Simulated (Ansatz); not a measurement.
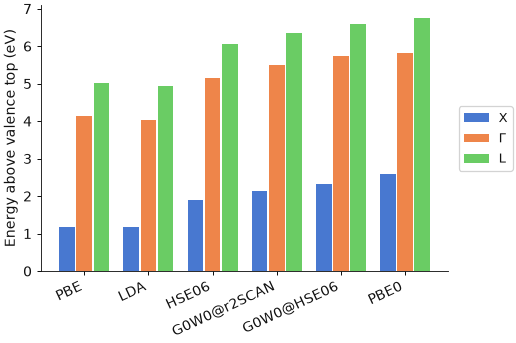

Lowest conduction level at each named k point, counted from the valence-band top at Γ, by several methods on one cell of antifluorite-type Be2C, space group Fm-3m, 3 atoms in the primitive cell, relaxed with r2SCAN; cubic a = 4.321 Å. All runs are without spin-orbit coupling and carry no moments.

### How do the methods rank at X?

From low to high: PBE 1.17, LDA 1.19, HSE06 1.91, G0W0@r2SCAN 2.14, G0W0@HSE06 2.32, PBE0 2.60 eV. Too close to rank are PBE against LDA.

### Do the methods agree on which of these conduction levels is lowest?

Yes: all put it at X.

```
     method  program  X (eV)  Γ (eV)  L (eV)
        PBE   Ansatz    1.17    4.15    5.03
        LDA   Ansatz    1.19    4.04    4.94
      HSE06   Ansatz    1.91    5.14    6.05
G0W0@r2SCAN   Ansatz    2.14    5.51    6.36
 G0W0@HSE06   Ansatz    2.32    5.74    6.58
       PBE0   Ansatz    2.60    5.83    6.75
```

Settings. PBE: Ansatz PAW set, 10×10×10 k mesh, 420 eV cutoff, Fermi-Dirac smearing of 0.02 eV (Ansatz 0.2.0). LDA: Ansatz PAW set, 10×10×10 k mesh, 420 eV cutoff, fixed occupations (Ansatz 0.2.0). HSE06: Ansatz PAW set, 8×8×8 k mesh, 420 eV cutoff, fixed occupations (Ansatz 0.2.0). G0W0@r2SCAN: r2SCAN, Ansatz PAW set, 8×8×8 k mesh, 500 eV cutoff, fixed occupations (Ansatz 0.2.0), G0W0 with empty bands 149, screening cutoff 220 eV and frequency treatment contour deformation. G0W0@HSE06: HSE06, Ansatz PAW set, 8×8×8 k mesh, 420 eV cutoff, fixed occupations (Ansatz 0.2.0), G0W0 with empty bands 149, screening cutoff 220 eV and frequency treatment contour deformation. PBE0: Ansatz PAW set, 8×8×8 k mesh, 420 eV cutoff, fixed occupations (Ansatz).

These are six of the 12 methods that were run on this cell. The cell comes from a database of computed structures, and whether it is the stable form of this composition wasn't checked. LDA, HSE06, G0W0@r2SCAN, G0W0@HSE06 and PBE0: the PAW data sets were made with another functional. LDA, GGA and most meta-GGA functionals understate gaps. HSE06 and PBE0: the k mesh is thin for exact exchange. G0W0@r2SCAN and G0W0@HSE06: the k mesh is thin for GW. The GW values are at finite bands, cutoffs and mesh, short of the basis limit.
